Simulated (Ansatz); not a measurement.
## CdS: geometry relaxation (part 2 of 2)

The same run, continued: CdS (P6₃/mmc, 4 atoms in the cell); DFT, PBE, PAW with Ansatz's default frozen-core files, scalar-relativistic, no spin polarisation (Ansatz 0.2.0); cutoff 420 eV, 10×10×6 k-mesh, Fermi–Dirac smearing of 0.08 eV. The structure was built on a prototype by a generator; it need not be a known phase. Its volume is 0.93 times that of the source entry. It belongs to a series of runs on one base structure; here: NiAs relaxed under pressure, PAW files.

Geometry of the input (Å; fractional positions):
```
3.8590  0.0000  0.0000
-1.9295  3.3420  0.0000
0.0000  0.0000  5.9815
Cd 0.0000  0.0000  0.0000
Cd 0.0000  0.0000  0.5000
S  0.3333  0.6667  0.2500
S  0.6667  0.3333  0.7500
```

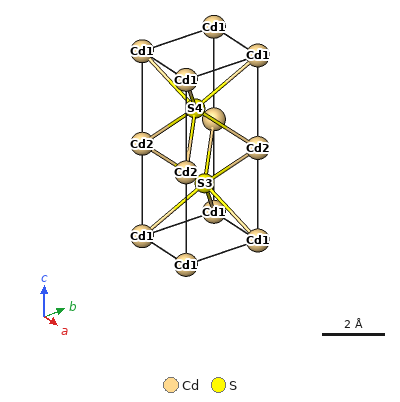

*The geometry at step 2 of the log (ball-and-stick view of the cell of the calculation, seen slightly off an axis; atoms are numbered from 1 in the order of the input).*

**Output, continued**
```
SCF iter   1: F=—  HF=-18314.844499 eV  |F-HF|=—  |Δ(HF+E_count)|=         —  Δρ=1.38e-4  dr2=1.53e-5  ethr=4.36e-8  ⟨swp⟩=3.4  Hψ=8727  notcnv=0
preconditioner: auto → Resta (q_TF=auto, 2.548 Å⁻¹)  ε∞=5.4  [insulator: Δε(μ)=0.861 eV  Ē_g=11.947 eV  σ=0.080 eV  W_gap=0.98  n_scr=22 (ndim 8)  ℏωp=25.2 eV  f_vac=0.014  D(μ)=0.00/eV (n_scr^D=0)  ε∞_Penn≈5.4]
SCF iter   2: F=—  HF=-18314.844634 eV  |F-HF|=—  |Δ(HF+E_count)|=   1.35e-4  Δρ=7.84e-5  dr2=5.37e-6  ethr=2.95e-8  ⟨swp⟩=1.0  Hψ=1794  notcnv=0
SCF iter   3: F=—  HF=-18314.844633 eV  |F-HF|=—  |Δ(HF+E_count)|=   8.19e-7  Δρ=1.39e-5  dr2=2.31e-7  ethr=1.03e-8  ⟨swp⟩=2.0  Hψ=2799  notcnv=0
SCF iter   4: F=-18314.844633 eV  HF=-18314.844633 eV  |F-HF|=5.66e-9  |Δ(HF+E_count)|=   6.67e-8  Δρ=3.83e-6  dr2=8.67e-9  ethr=3.52e-10  ⟨swp⟩=4.7  Hψ=6018  notcnv=0
SCF 4 converged in 4 iterations: F = -18314.844633 eV  dr2 = 8.67e-9
relax step   4: F+E_penalty+E_count = -18314.84463348 eV  Δ(F+E_penalty+E_count) = +6.665e-3 eV  max|allowed force component| = 1.388e-16 eV/Å  Δτ_max = 0.0000 Å  P = +6.193 GPa  Ω = 78.333 Å³  energy of the carried Pulay correction = -3.435e-4 eV  (4 SCF iters, dr2 threshold 1.83e-7 eV, accepted)
Basis set: ecut = 420 eV, 1533 PW (Γ), exchange–correlation on 54×54×90 points (8 copies of the dense FFT grid, shifted against one another)
Initial wavefunctions: pseudopotential atomic-orbital guess (no wavefunctions were taken with the density)
iter 1 solved again at ethr=5.80e-8 eV; its pass at ethr=3.10e-3 eV (dr2=3.02e-5 eV) is discarded
SCF iter   1: F=—  HF=-18314.844882 eV  |F-HF|=—  |Δ(HF+E_count)|=         —  Δρ=1.06e-4  dr2=1.45e-6  ethr=5.80e-8  ⟨swp⟩=3.0  Hψ=11422  notcnv=0
preconditioner: auto → Resta (q_TF=auto, 2.548 Å⁻¹)  ε∞=5.4  [insulator: Δε(μ)=0.860 eV  Ē_g=11.946 eV  σ=0.080 eV  W_gap=0.98  n_scr=22 (ndim 8)  ℏωp=25.2 eV  f_vac=0.014  D(μ)=0.00/eV (n_scr^D=0)  ε∞_Penn≈5.4]
SCF iter   2: F=—  HF=-18314.844839 eV  |F-HF|=—  |Δ(HF+E_count)|=   4.26e-5  Δρ=5.46e-5  dr2=3.76e-7  ethr=2.79e-9  ⟨swp⟩=2.1  Hψ=3079  notcnv=0
SCF iter   3: F=—  HF=-18314.844840 eV  |F-HF|=—  |Δ(HF+E_count)|=   7.16e-7  Δρ=3.47e-6  dr2=3.34e-9  ethr=7.24e-10  ⟨swp⟩=2.1  Hψ=2990  notcnv=0
SCF iter   4: F=—  HF=-18314.844840 eV  |F-HF|=—  |Δ(HF+E_count)|=   2.14e-9  Δρ=9.14e-7  dr2=3.10e-10  ethr=6.42e-12  ⟨swp⟩=2.0  Hψ=3124  notcnv=0
SCF iter   5: F=—  HF=-18314.844840 eV  |F-HF|=—  |Δ(HF+E_count)|=  4.95e-10  Δρ=1.45e-7  dr2=2.30e-11  ethr=1.00e-12  ⟨swp⟩=2.1  Hψ=2553  notcnv=0
SCF iter   6: F=-18314.844840 eV  HF=-18314.844840 eV  |F-HF|=7.28e-12  |Δ(HF+E_count)|=  1.09e-11  Δρ=4.25e-8  dr2=2.16e-12  ethr=1.00e-12  ⟨swp⟩=5.0  Hψ=6837  notcnv=0
SCF 5 converged in 6 iterations: F = -18314.844840 eV  dr2 = 2.16e-12
relax step   5: F+E_penalty+E_count = -18314.84484011 eV  Δ(F+E_penalty+E_count) = -2.066e-4 eV  max|allowed force component| = 1.064e-16 eV/Å  Δτ_max = 0.0000 Å  P = +6.189 GPa  Ω = 78.333 Å³  stress off target by 2.18e-2 GPa  SCF on the basis re-selected at this cell (its energy is not comparable with the rows above)  (6 SCF iters)
basis re-selected at this cell: Δ(F+E_penalty+E_count) = -2.066e-4 eV, ΔP = -0.004 GPa vs the last step (what re-selecting the basis moved, of the pressure what is left beyond the Pulay correction that the steps carried, after the strain that the cell walked since its last selection, with what the two solves' SCF thresholds leave and, on support functions, any second-order correction that the steps lacked; it is no measure of the basis error at this ecutwfc). The dense FFT grid was sized anew with the basis: this SCF ran on 27×27×45 points, the steps before it on 27×27×40, so part of this shift can come from that change (see relax.cell in the input reference). This SCF's stress stands 2.18e-2 GPa from its target on what of the cell is left free (relax.cell.stress_tol is 3.00e-2 GPa) and its largest allowed force component is 1.06e-16 eV/Å (relax.f_tol is 5.00e-3 eV/Å): within both
SCF converged after 6 iterations
Free energy (F): -18314.844840 eV
Harris-Foulkes:  -18314.844840 eV  (|F-HF|=7.28e-12)
Internal energy: -18314.844729 eV  (E = F + TS)
E sigma→0 (E₀):  -18314.844784 eV
Entropy (-TS):   -0.000111 eV (-0.028 meV/atom)
Fermi energy:    11.072520 eV
--- Per-component energies (eV) ---
  E_band       = -848.050334
  E_kinetic    = 1226.041143
  E_local      = -7053.488593  (includes V_loc(G=0)·N_el)
  E_nonlocal   = 126.434226
  E_hartree    = 3282.892161
  E_xc         = -548.714573
  E_vxc        = -619.613815  (∫ρ·V_xc dr)
  E_paw        = -9369.194263  (= ΣΔE_a)
  E_vpaw       = -1093.207593  (= ΣTr[D̂ρ^β])
  E_aug_tail   = 0.000029  (compensation charges beyond the density's cutoff)
  E_ewald      = -5978.814859
  E_smearing   = -0.000111  (= −TS)
  E_closure    = 0.000000  (closes the sum)
  Σ components = -18314.844840   (vs F -18314.844840, Δ=0.00e0)
--- Forces (eV/Å), atoms counted from 1 ---
  atom   1  Cd    -0.00000000     0.00000000    -0.00000000
  atom   2  Cd    -0.00000000     0.00000000     0.00000000
  atom   3  S     -0.00000000     0.00000000     0.00000000
  atom   4  S     -0.00000000     0.00000000    -0.00000000
  max |Σ_I F_I| component: 8.33e-17 eV/Å
--- Stress (GPa, compression-positive) ---
        6.194557       0.000000      -0.000000
        0.000000       6.194557       0.000000
       -0.000000       0.000000       6.178198
  P = ⅓ Tr σ = 6.1891 GPa (61.891 kbar)
--- Band table (eV; the first three rows and the last of 56) ---
  k-point 0: bands = ["-91.2360", "-91.2352", "-52.3270", "-52.3115", "-52.3115", "-52.3115", "-52.3103", "-52.3103", "-2.6875", "-1.4992", "2.2564", "2.3014", "2.3014", "2.5821", "2.6883", "2.6883", "2.6964", "2.6964", "2.9834", "2.9834", "5.3989", "9.4178", "9.6193", "9.6193", "10.5162", "10.5162", "11.3762", "13.9401", "17.1968", "17.1968", "18.0908", "19.2248"]
  k-point 1: bands = ["-91.2359", "-91.2353", "-52.3260", "-52.3126", "-52.3114", "-52.3114", "-52.3104", "-52.3104", "-2.6248", "-1.6044", "2.2952", "2.3305", "2.3305", "2.6005", "2.6757", "2.6757", "2.7016", "2.7016", "2.9534", "2.9534", "5.5451", "8.7960", "9.6869", "9.6869", "10.4636", "10.4636", "11.9949", "14.0037", "17.2392", "17.2392", "17.8196", "18.7044"]
  k-point 2: bands = ["-91.2358", "-91.2354", "-52.3231", "-52.3154", "-52.3112", "-52.3112", "-52.3106", "-52.3106", "-2.4447", "-1.8650", "2.3972", "2.4099", "2.4099", "2.5981", "2.6133", "2.6133", "2.7406", "2.7406", "2.8811", "2.8811", "6.0052", "7.7521", "9.8659", "9.8659", "10.3144", "10.3144", "12.9989", "14.0703", "17.3613", "17.3935", "17.3935", "17.8467"]
  k-point 55: bands = ["-91.2355", "-91.2355", "-52.3191", "-52.3191", "-52.3124", "-52.3124", "-52.3121", "-52.3121", "-1.5016", "-1.5016", "2.3687", "2.3687", "2.6753", "2.6753", "2.7096", "2.7096", "2.8371", "2.8371", "3.3602", "3.3602", "5.9944", "5.9944", "7.0403", "7.0403", "10.0465", "10.0465", "14.0386", "14.0386", "15.1072", "15.1072", "18.1523", "18.1523"]
--- Relaxed structure (4 steps of the walk, 4 accepted, 1 SCFs on fresh bases) ---
  F+E_penalty+E_count = -18314.84484011 eV   max|allowed force component| = 1.064e-16 eV/Å   (the final SCF, on the basis selected at the relaxed cell)
  cell:  # Å, volume = 78.3330 Å³
    - [3.7719623689167427, -2.8216137882428994e-11, -2.8762452512504116e-18]
    - [-1.8859811844339354, 3.266615233614938, 1.4381226256065724e-18]
    - [-4.458180139447868e-18, -5.412294287481375e-34, 6.357398473943506]
  atoms:
    - { symbol: Cd, position: [-1.368169855311919e-34, -1.3506490515793896e-35, -1.895516058793799e-34] }
    - { symbol: Cd, position: [-2.8888949165808538e-34, -5.072437549066334e-35, 0.5] }
    - { symbol: S, position: [0.3333333333333333, 0.6666666666666666, 0.25] }
    - { symbol: S, position: [0.6666666666666666, 0.3333333333333333, 0.7500000000000001] }
```

**Trajectory as extended XYZ (Å, eV, eV/Å), 5 frames, from step=1 to step=5**
```
4
Lattice="3.8590 0.0000 0.0000 -1.9295 3.3420 0.0000 0.0000 0.0000 5.9815" Properties=species:S:1:pos:R:3:forces:R:3 step=1 energy=-18314.69896 pressure_GPa=8.37
Cd    0.0000    0.0000    0.0000    0.0000   0.0000   0.0000
Cd    0.0000    0.0000    2.9908    0.0000   0.0000   0.0000
S     0.0000    2.2280    1.4954    0.0000   0.0000   0.0000
S     1.9295    1.1140    4.4861    0.0000   0.0000   0.0000
4
Lattice="3.8170 0.0000 0.0000 -1.9085 3.3056 0.0000 0.0000 0.0000 6.2757" Properties=species:S:1:pos:R:3:forces:R:3 step=2 energy=-18314.86732 pressure_GPa=5.32
Cd    0.0000    0.0000    0.0000    0.0000   0.0000   0.0000
Cd    0.0000    0.0000    3.1378    0.0000   0.0000   0.0000
S     0.0000    2.2037    1.5689    0.0000   0.0000   0.0000
S     1.9085    1.1019    4.7068    0.0000   0.0000   0.0000
4
Lattice="3.7781 0.0000 0.0000 -1.8891 3.2719 0.0000 0.0000 0.0000 6.3512" Properties=species:S:1:pos:R:3:forces:R:3 step=3 energy=-18314.85130 pressure_GPa=5.99
Cd    0.0000    0.0000    0.0000    0.0000   0.0000   0.0000
Cd    0.0000    0.0000    3.1756    0.0000   0.0000   0.0000
S     0.0000    2.1813    1.5878    0.0000   0.0000   0.0000
S     1.8891    1.0906    4.7634    0.0000   0.0000   0.0000
4
Lattice="3.7720 0.0000 0.0000 -1.8860 3.2666 0.0000 0.0000 0.0000 6.3574" Properties=species:S:1:pos:R:3:forces:R:3 step=4 energy=-18314.84463 pressure_GPa=6.19
Cd    0.0000    0.0000    0.0000    0.0000   0.0000   0.0000
Cd    0.0000    0.0000    3.1787    0.0000   0.0000   0.0000
S     0.0000    2.1777    1.5894    0.0000   0.0000   0.0000
S     1.8860    1.0889    4.7680    0.0000   0.0000   0.0000
4
Lattice="3.7720 0.0000 0.0000 -1.8860 3.2666 0.0000 0.0000 0.0000 6.3574" Properties=species:S:1:pos:R:3:forces:R:3 step=5 energy=-18314.84484 pressure_GPa=6.19
Cd    0.0000    0.0000    0.0000    0.0000   0.0000   0.0000
Cd    0.0000    0.0000    3.1787    0.0000   0.0000   0.0000
S     0.0000    2.1777    1.5894    0.0000   0.0000   0.0000
S     1.8860    1.0889    4.7680    0.0000   0.0000   0.0000
```

**Key numbers**

| quantity | value |
| --- | --- |
| outcome | converged |
| space group (tolerance 0.01 Å) | P6₃/mmc (194) |
| electrons treated | 52 |
| free energy | −18314.8448 eV |
| Fermi energy | 11.073 eV |
| pressure | 6.19 GPa |
| final volume | 78.33 Å³ |
| largest force (length of the vector) at the end | under 0.001 eV/Å |
| final cell | a = 3.772 Å, b = 3.772 Å, c = 6.357 Å, α = 90.00°, β = 90.00°, γ = 120.00° |
| hardware | 1 thread of Intel Xeon @ 2.50GHz (Skylake/Cascade Lake), 64 GiB of memory available, shared host |
| wall time | 35 s |
| peak memory | 0.48 GiB |

**Remarks**

The cell was relaxed to the target pressure of the input; what is minimised is then the enthalpy E + pV.
